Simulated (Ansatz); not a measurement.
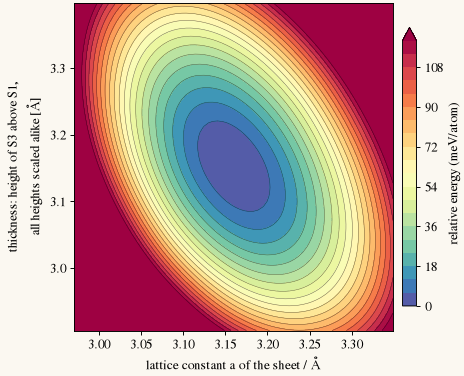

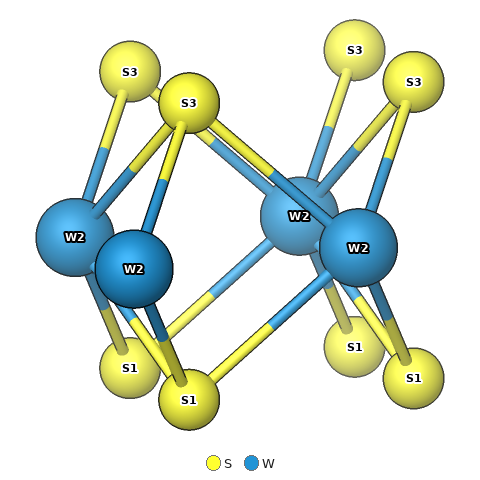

Energy landscape of a two-dimensional sheet of WS₂ (3 atoms in the cell). 
- The lattice constant and the thickness of a sheet are varied, nothing relaxed.
- First axis: lattice constant a of the sheet (both vectors scaled alike). Second axis: thickness: height of S3 above S1, all heights scaled alike.
- The grid has 7 × 7 points.
- Points are written as (first, second).
- Energies are in meV/atom, from the lowest grid point.
- These are results of DFT PBE+D3(BJ), scalar-relativistic, plane waves, PAW (Ansatz 0.2.0), not measurements. Settings: cutoff 420 eV, k-mesh 12×12×1, gaussian smearing 0.02 eV, no spin polarisation.

The picture shows filled contours, one colour for all values above the top of the scale. Between grid points the surface is interpolated. The second picture is the structure at the lowest point.

### Where are the wells?

The lowest grid point is at (3.160 Å, 3.152 Å). It is the only kind of minimum in the scanned range. The highest grid point, (2.970 Å, 2.906 Å), lies 452 meV/atom above the lowest. Round the minimum the valley is somewhat tilted: raising the first coordinate shifts the best value of the second coordinate downwards (coupling k₁₂/√(k₁₁k₂₂) about 0.5).

Grid values (meV/atom):

| second ↓, first → | 2.970 | 3.033 | 3.096 | 3.160 | 3.223 | 3.286 | 3.349 |
| --- | --- | --- | --- | --- | --- | --- | --- |
| 3.398 | 151 | 94 | 75 | 90 | 134 | 201 | 289 |
| 3.316 | 135 | 65 | 36 | 42 | 77 | 138 | 221 |
| 3.234 | 142 | 58 | 16 | 11 | 37 | 90 | 166 |
| 3.152 | 174 | 73 | 18 | 0 | 16 | 60 | 128 |
| 3.070 | 234 | 116 | 43 | 12 | 15 | 49 | 108 |
| 2.988 | 326 | 186 | 96 | 48 | 37 | 59 | 108 |
| 2.906 | 452 | 289 | 178 | 112 | 85 | 93 | 130 |

Each point was launched as `ansatz run input.yaml --threads 1 --pin off --max-ram 3072MiB --backend cpu --events-out ev --progress --plain --runs-dir out`. Time for the 49 points that were run: 9 min on 1 thread of Arm Neoverse V2 (shared host).

PAW datasets: the set soft_1.
